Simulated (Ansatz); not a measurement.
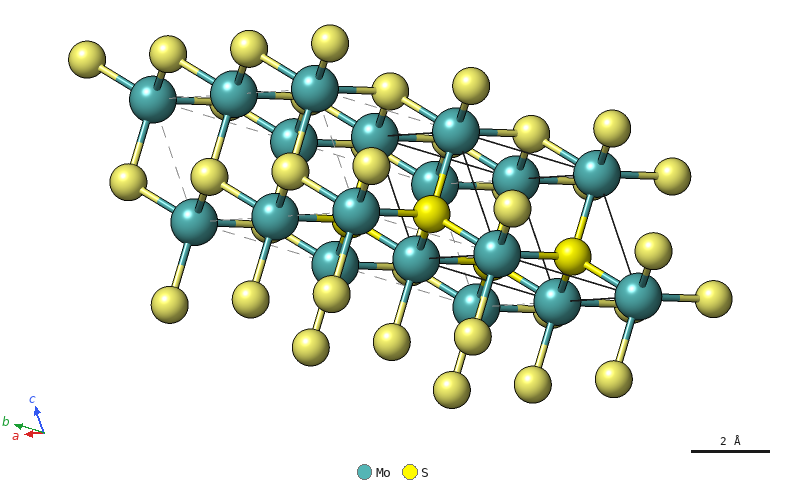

Ball-and-stick drawing of the structure, looking from a general direction. One simulation cell is drawn solid; the view covers 2×2×1 cells. Bonded atoms from the next cells complete the picture, in fainter colours.

Input deck:
```yaml
crystal:
  lattice:
    - [0.0267765361, 2.6776536121, 2.6776536121]
    - [2.7044301482, 0.0, 2.7044301482]
    - [2.6776536121, 2.6776536121, 0.0267765361]
  atoms:
    - { symbol: Mo, position: [0.0, 0.0, 0.0], spin: 0.9 }
    - { symbol: S, position: [0.25, 0.25, 0.25] }
basis:
  ecutwfc: 500
  ecutrho_ratio: 4
kpoints:
  mp_grid: { grid: [12, 12, 12] }
hamiltonian:
  xc: r2scan
scf:
  occupations: { method: gaussian, width: 0.05 }
output:
  forces: true
  stress: true
  eigenvalues: true
  populations: true
magnetization:
  spin_polarized: true
```
Run as:
```sh
ansatz run input.yaml --threads 2 --pin off --max-ram 2662MiB --backend cpu --events-out ev --progress --plain --runs-dir out
```

Electronic-structure method: DFT r2SCAN, scalar-relativistic, plane waves, PAW (Ansatz). Parameters: an energy cutoff of 500 eV, the zone sampled with 12×12×12 points, Gaussian smearing of 0.05 eV, collinear spins.

Does it come out as a metal, or with a gap?

Answer. A metal: bands cross the Fermi level.

Would the cell expand or shrink if it could?

Answer. The computed pressure is 0.2 GPa (compressed: it would expand). The stress isn't hydrostatic: its largest component is 2.0 GPa.

Does magnetism appear?

Answer. Yes: the net moment is 1.2 μB and the absolute magnetisation 1.3 μB for the cell drawn.

The structure was taken from a structure type filled with these elements by a generator (whether the compound takes this form wasn't checked). The cell was then strained or its atoms displaced on purpose. It was the input of a calculation with Ansatz.
